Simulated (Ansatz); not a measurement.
## Two runs on Al$_{2}$O$_{3}$

System: Al$_{2}$O$_{3}$ (P-6m2, 5 atoms in the cell).
Method of the first run: Kohn-Sham DFT of a periodic cell, PBE, Ansatz PAW, no spin polarisation (Ansatz 0.2.0).

The structure derives from a Materials Project entry. Text and figures count atoms from 1; the logs count them from 0 in places.

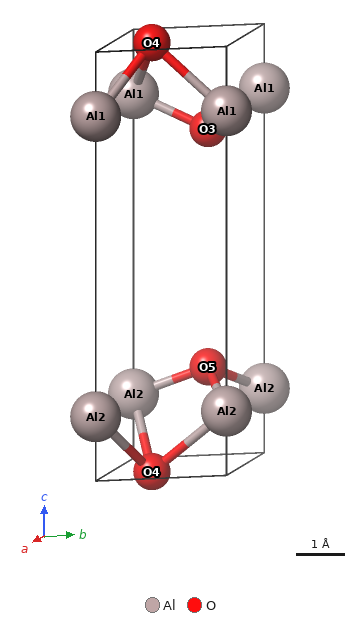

Figure 1. The structure as given in the input (ball-and-stick view of the cell of the calculation, seen slightly off an axis; atoms are numbered from 1 in the order of the input). Near neighbours in the crystal (not all of them lie inside the picture): Al has 6 O at 1.76 to 2.13 Å; O has 3 Al at 1.76 Å; O has 6 Al at 2.13 Å.

The input, the first run:
```yaml
crystal:
  lattice:
    - [2.8254446524, 0.0, 0.0]
    - [-1.4127223262, 2.4469068459, 0.0]
    - [0.0, 0.0, 9.1461549695]
  atoms:
    - { symbol: Al, position: [0.0, 0.0, 0.85000767] }
    - { symbol: Al, position: [0.0, 0.0, 0.14999233] }
    - { symbol: O, position: [0.3333333333, 0.6666666667, 0.77768308] }
    - { symbol: O, position: [0.6666666667, 0.3333333333, 0.0] }
    - { symbol: O, position: [0.3333333333, 0.6666666667, 0.22231692] }
hamiltonian:
  xc: pbe
  pseudopotentials: { kind: paw }
kpoints:
  mp_grid: { grid: [11, 11, 3] }
scf:
  occupations: { method: fermi_dirac, width: 0.05 }
output:
  forces: true
  stress: true
  eigenvalues: true
```

Command:
```bash
ansatz run input.yaml --threads 2 --pin off --max-ram 5120MiB --backend cpu --events-out ev --progress --plain --runs-dir out
```

Hardware: 2 threads of Intel Xeon @ 2.50GHz (Skylake/Cascade Lake), 189 GiB of memory available, shared host.

Output, shortened to warnings, some set-up lines, iterations and results (the first run):
```
Basis set: ecut = 420 eV, 1255 PW (Γ), exchange–correlation on 40×40×128 points (8 copies of the dense FFT grid, shifted against one another)
Symmetry: 12 space group operations
k-points: 32 of 363 (time reversal used)
Initial density: superposition of atomic densities (neutral atoms: chi_scale 0, normalization atom), corrected by the library's trained network
[...]
SCF iter   1: F=—  HF=-2783.680947 eV  |F-HF|=—  |Δ(HF+E_count)|=         —  Δρ=3.01e-3  dr2=1.51e-2  ethr=1.77e-3  ⟨swp⟩=8.2  Hψ=3895  notcnv=0
SCF iter   2: F=—  HF=-2783.680299 eV  |F-HF|=—  |Δ(HF+E_count)|=   6.48e-4  Δρ=2.76e-3  dr2=4.83e-3  ethr=6.29e-5  ⟨swp⟩=3.3  Hψ=1313  notcnv=0  defer=32
SCF iter   3: F=—  HF=-2783.680295 eV  |F-HF|=—  |Δ(HF+E_count)|=   4.50e-6  Δρ=9.18e-4  dr2=4.58e-4  ethr=2.01e-5  ⟨swp⟩=3.1  Hψ=1030  notcnv=0
SCF iter   4: F=—  HF=-2783.681019 eV  |F-HF|=—  |Δ(HF+E_count)|=   7.24e-4  Δρ=3.51e-4  dr2=5.68e-5  ethr=1.91e-6  ⟨swp⟩=3.2  Hψ=1065  notcnv=0
SCF iter   5: F=—  HF=-2783.680915 eV  |F-HF|=—  |Δ(HF+E_count)|=   1.03e-4  Δρ=7.01e-5  dr2=1.38e-6  ethr=2.37e-7  ⟨swp⟩=2.6  Hψ=1000  notcnv=0
SCF iter   6: F=—  HF=-2783.680916 eV  |F-HF|=—  |Δ(HF+E_count)|=   1.38e-7  Δρ=1.72e-5  dr2=1.37e-7  ethr=5.73e-9  ⟨swp⟩=2.4  Hψ=971  notcnv=0
SCF iter   7: F=-2783.680916 eV  HF=-2783.680916 eV  |F-HF|=7.40e-9  |Δ(HF+E_count)|=   2.56e-8  Δρ=4.77e-6  dr2=1.46e-8  ethr=4.17e-10  ⟨swp⟩=7.4  Hψ=2687  notcnv=0
SCF 1 converged in 7 iterations: F = -2783.680916 eV  dr2 = 1.46e-8
SCF converged after 7 iterations
Free energy (F): -2783.680916 eV
Harris-Foulkes:  -2783.680916 eV  (|F-HF|=7.40e-9)
Internal energy: -2783.680916 eV  (E = F + TS)
E sigma→0 (E₀):  -2783.680916 eV
Fermi energy:    5.148412 eV
--- Per-component energies (eV) ---
  E_band       = -93.045305
  E_kinetic    = 592.037329
  E_local      = -2593.727503  (includes V_loc(G=0)·N_el)
  E_nonlocal   = 163.517548
  E_hartree    = 1105.304615
  E_xc         = -306.760590
  E_vxc        = -348.284208  (∫ρ·V_xc dr)
  E_paw        = -1411.425494  (= ΣΔE_a)
  E_vpaw       = -117.206817  (= ΣTr[D̂ρ^β])
  E_aug_tail   = 0.007619  (compensation charges beyond the density's cutoff)
  E_ewald      = -332.634440
  E_smearing   = -0.000000  (= −TS)
  E_closure    = 0.000000  (closes the sum)
  Σ components = -2783.680916   (vs F -2783.680916, Δ=0.00e0)
--- Forces (eV/Å), atoms counted from 1 ---
  atom   1  Al     0.00000000    -0.00000000     0.26223139
  atom   2  Al    -0.00000000    -0.00000000    -0.26223139
  atom   3  O     -0.00000000     0.00000000    -0.82796593
  atom   4  O      0.00000000    -0.00000000     0.00000000
  atom   5  O      0.00000000     0.00000000     0.82796593
  max |Σ_I F_I| component: 7.40e-17 eV/Å
--- Stress (GPa, compression-positive) ---
       11.594430       0.000000       0.000000
        0.000000      11.594430       0.000000
        0.000000       0.000000       6.676965
  P = ⅓ Tr σ = 9.9553 GPa (99.553 kbar)
```

The input of the second run differs as follows (lines with − go, lines with + come):
```diff
-    - [2.8254446524, 0.0, 0.0]
-    - [-1.4127223262, 2.4469068459, 0.0]
-    - [0.0, 0.0, 9.1461549695]
+    - [2.9034269947, 0.0, 0.0]
+    - [-1.4517134974, 2.5144415355, 0.0]
+    - [0.0, 0.0, 9.398589073]
```

Predict how the results change.

With the same functional and potentials, the second run lies 21.8 meV per atom lower. The gap on the mesh goes from 5.33 to 4.62 eV. The pressure goes from 9.96 to −2.62 GPa. The largest force goes from 0.828 to 0.181 eV/Å. The volume per atom goes from 12.65 to 13.72 Å³. The cell is scaled evenly with the atoms at fixed fractional positions, so −ΔP/Δ ln V estimates the bulk modulus midway between the two volumes: about 150 GPa. The number of SCF iterations is the same. The plane waves at Γ go from 1255 to 1339.

Output, shortened to warnings, some set-up lines, iterations and results (the second run):
```
Basis set: ecut = 420 eV, 1339 PW (Γ), exchange–correlation on 40×40×128 points (8 copies of the dense FFT grid, shifted against one another)
Symmetry: 12 space group operations
k-points: 32 of 363 (time reversal used)
Initial density: superposition of atomic densities (neutral atoms: chi_scale 0, normalization atom), corrected by the library's trained network
[...]
SCF iter   1: F=—  HF=-2783.788289 eV  |F-HF|=—  |Δ(HF+E_count)|=         —  Δρ=2.57e-3  dr2=1.26e-2  ethr=1.77e-3  ⟨swp⟩=7.8  Hψ=3826  notcnv=0
SCF iter   2: F=—  HF=-2783.788887 eV  |F-HF|=—  |Δ(HF+E_count)|=   5.98e-4  Δρ=2.75e-3  dr2=5.47e-3  ethr=5.27e-5  ⟨swp⟩=3.2  Hψ=1313  notcnv=0  defer=32
SCF iter   3: F=—  HF=-2783.788626 eV  |F-HF|=—  |Δ(HF+E_count)|=   2.60e-4  Δρ=8.55e-4  dr2=4.89e-4  ethr=2.28e-5  ⟨swp⟩=2.2  Hψ=902  notcnv=0
SCF iter   4: F=—  HF=-2783.790109 eV  |F-HF|=—  |Δ(HF+E_count)|=   1.48e-3  Δρ=3.19e-4  dr2=6.51e-5  ethr=2.04e-6  ⟨swp⟩=3.2  Hψ=1081  notcnv=0
SCF iter   5: F=—  HF=-2783.790105 eV  |F-HF|=—  |Δ(HF+E_count)|=   3.78e-6  Δρ=6.54e-5  dr2=2.01e-6  ethr=2.71e-7  ⟨swp⟩=2.4  Hψ=932  notcnv=0
SCF iter   6: F=—  HF=-2783.790105 eV  |F-HF|=—  |Δ(HF+E_count)|=   2.20e-7  Δρ=1.76e-5  dr2=2.02e-7  ethr=8.38e-9  ⟨swp⟩=2.4  Hψ=966  notcnv=0
SCF iter   7: F=-2783.790105 eV  HF=-2783.790105 eV  |F-HF|=2.06e-8  |Δ(HF+E_count)|=   3.27e-8  Δρ=6.95e-6  dr2=2.92e-8  ethr=4.17e-10  ⟨swp⟩=7.2  Hψ=2651  notcnv=0
SCF 1 converged in 7 iterations: F = -2783.790105 eV  dr2 = 2.92e-8
SCF converged after 7 iterations
Free energy (F): -2783.790105 eV
Harris-Foulkes:  -2783.790105 eV  (|F-HF|=2.06e-8)
Internal energy: -2783.790105 eV  (E = F + TS)
E sigma→0 (E₀):  -2783.790105 eV
Fermi energy:    4.156413 eV
--- Per-component energies (eV) ---
  E_band       = -103.713890
  E_kinetic    = 583.880256
  E_local      = -2594.347746  (includes V_loc(G=0)·N_el)
  E_nonlocal   = 161.930310
  E_hartree    = 1102.942854
  E_xc         = -304.657824
  E_vxc        = -345.547060  (∫ρ·V_xc dr)
  E_paw        = -1409.845180  (= ΣΔE_a)
  E_vpaw       = -115.529503  (= ΣTr[D̂ρ^β])
  E_aug_tail   = 0.007528  (compensation charges beyond the density's cutoff)
  E_ewald      = -323.700303
  E_smearing   = -0.000000  (= −TS)
  E_closure    = -0.000000  (closes the sum)
  Σ components = -2783.790105   (vs F -2783.790105, Δ=0.00e0)
--- Forces (eV/Å), atoms counted from 1 ---
  atom   1  Al    -0.00000000    -0.00000000    -0.01915211
  atom   2  Al    -0.00000000    -0.00000000     0.01915211
  atom   3  O      0.00000000     0.00000000     0.18124815
  atom   4  O     -0.00000000    -0.00000000    -0.00000000
  atom   5  O      0.00000000     0.00000000    -0.18124815
  max |Σ_I F_I| component: 2.41e-16 eV/Å
--- Stress (GPa, compression-positive) ---
       -3.087825       0.000000      -0.000000
       -0.000000      -3.087825       0.000000
       -0.000000       0.000000      -1.669642
  P = ⅓ Tr σ = -2.6151 GPa (-26.151 kbar)
```

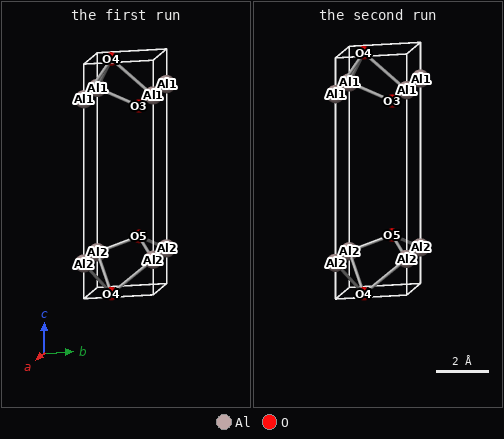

Figure 2. The two input geometries at one scale (ball-and-stick view of the cell of the calculation, seen slightly off an axis). The atoms keep their places relative to the cell (all moves are under 0.005 Å). The drawn cell changes as follows: a = b 2.825 → 2.903 Å (+2.8 %), c 9.146 → 9.399 Å (+2.8 %); the volume changes by +8.5 %. Among the contacts that change: Al1–O4 2.131 → 2.190 Å, Al1–O3 1.760 → 1.809 Å.

The two runs side by side:

| quantity | the first run | the second run |
| --- | --- | --- |
| outcome | converged | converged |
| free energy per atom (eV) | −556.7362 | −556.7580 |
| gap on the mesh (eV) | 5.33 | 4.62 |
| pressure (GPa) | 9.96 | −2.62 |
| volume per atom (Å³) | 12.65 | 13.72 |
| largest force (eV/Å) | 0.828 | 0.181 |
| SCF iterations | 7 | 7 |
| irreducible k-points | 32 | 32 |
| plane waves at Γ | 1255 | 1339 |
| wall time (shared host) | 3.5 s | 3.7 s |

For the first run: The cell is under a pressure of 10.0 GPa at this level, so it is not at its equilibrium volume.
